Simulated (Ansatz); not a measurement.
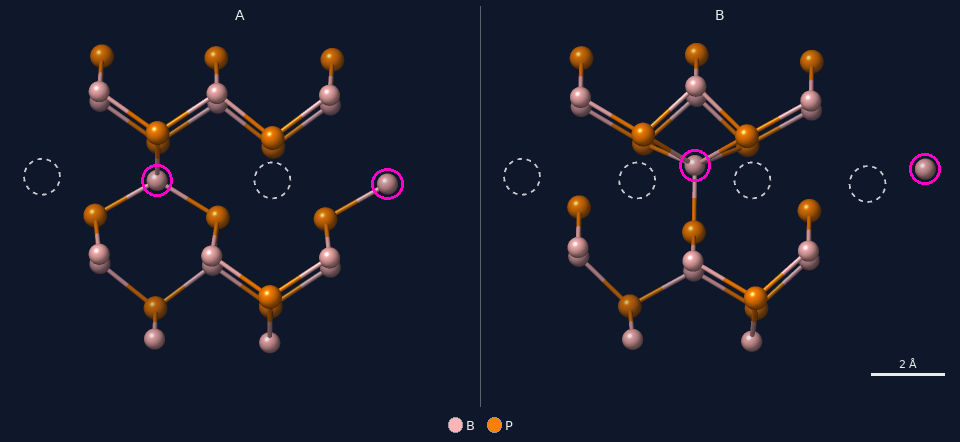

A vacancy jump of boron in BP (F-43m phase), in a cell of charge −3 (on a uniform background) with 15 atoms, whose images lie 6.4 Å apart. One frame is the relaxed vacancy; in the other the neighbouring B atom (ringed) was set half-way along its jump of 3.20 Å and all atoms were relaxed in the symmetry of that start. Dashed circles mark empty sites. The picture is a ball-and-stick view of the slice 3.8 Å thick through the jump, out to 4.8 Å from its middle, seen across the jump.

Level of theory: DFT PBEsol, scalar-relativistic, plane waves, PAW in Ansatz. (plane-wave cutoff 420 eV; k-point mesh 4 × 4 × 4; occupations gaussian; smearing width 0.05 eV; no spin polarisation; atoms relaxed in a fixed cell; force threshold 0.02 eV/Å).

Which frame is the half-way one, and how far apart are the two in energy?

Answer. Frame B is the half-way start after relaxation. It lies 2.62 eV above the relaxed vacancy. The atom stays half-way, bowed 0.38 Å off the straight line. The symmetry of the start was kept and can hold it there, so for a path with one hump at the middle this is the barrier or an upper bound to it. There it has 1 P as nearest neighbours, the closest at 1.86 Å. Both cells are metallic on the mesh.

Limits of the set-up: the periodic images lie only 6.4 Å apart, so the values are limited by the cell's size; the cell is charged, on a uniform background, and energies carry no finite-size correction.
